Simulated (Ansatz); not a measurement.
Consider SiNi.

The calculation's input:

```
crystal:
  lattice:
    - [4.4198447579, 0.0, 0.0]
    - [0.0, 4.4198447579, 0.0]
    - [0.0, 0.0, 4.4198447579]
  atoms:
    - { symbol: Si, position: [0.6530601917, 0.1530601917, 0.3469398083] }
    - { symbol: Si, position: [0.1530601917, 0.3469398083, 0.6530601917] }
    - { symbol: Si, position: [0.3469398083, 0.6530601917, 0.1530601917] }
    - { symbol: Si, position: [0.8469398083, 0.8469398083, 0.8469398083] }
    - { symbol: Ni, position: [0.3512498231, 0.8512498231, 0.6487501769] }
    - { symbol: Ni, position: [0.8512498231, 0.6487501769, 0.3512498231] }
    - { symbol: Ni, position: [0.6487501769, 0.3512498231, 0.8512498231] }
    - { symbol: Ni, position: [0.1487501769, 0.1487501769, 0.1487501769] }
basis:
  ecutwfc: 500
kpoints:
  mp_grid: { grid: [8, 8, 8] }
hamiltonian:
  xc: r2scan
scf:
  occupations: { method: gaussian, width: 0.1 }
output:
  forces: true
  stress: true
  eigenvalues: true
  write_density: true
  write_potential: true
  elf: true
  volumetric_format: npy
relax:
  adjacent_minimum: "off"
  f_tol: 0.01
  max_steps: 30
```

Launched as:

```sh
ansatz run input.yaml --threads 4 --pin off --max-ram 10240MiB --backend cpu --events-out ev --progress --plain --runs-dir out
```

Below, planes, directions and counts refer to the conventional cell (a = 4.42 Å, b = 4.42 Å, c = 4.42 Å, α = 90.00°, β = 90.00°, γ = 90.00°).

The fields are those of the relaxed geometry.

Space group P2₁3; a structure from a database of computed crystals, not necessarily the ambient phase; changed on purpose from its base cell (volume × 0.97, shape and atoms relaxed); computed pressure about 7 GPa in this cell; computed without spin polarisation.

Method: DFT r2SCAN, scalar-relativistic, plane waves, PAW (Ansatz 0.2.0).

What can the converged valence pseudo-density and electron localisation function tell about the bonding?

Answer. Si–Ni (2.36 Å): ρ at the midpoint is about 0.44 e/Å³; the ELF peaks at about 0.65 in the valence shell of Si, 0.9 Å from its nucleus, and is about 0.45 at the midpoint.

Does the calculation make it a metal, or give it a gap?

Answer. It is metallic or semimetallic at this level of theory: no gap opens.

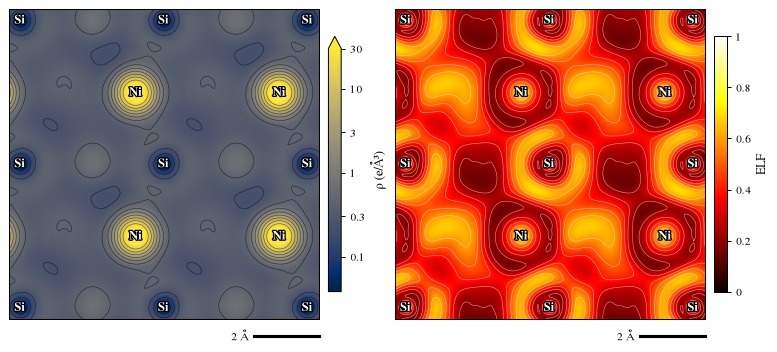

Computed valence pseudo-density and electron localisation function on the (100) plane of the conventional cell, in this order. Atoms just off the plane (Si, 0.9 Å away and Ni, 0.9 Å away) can leave unmarked features too.

Core electrons are frozen (PAW), and the valence fields are smoothed inside the atomic spheres.
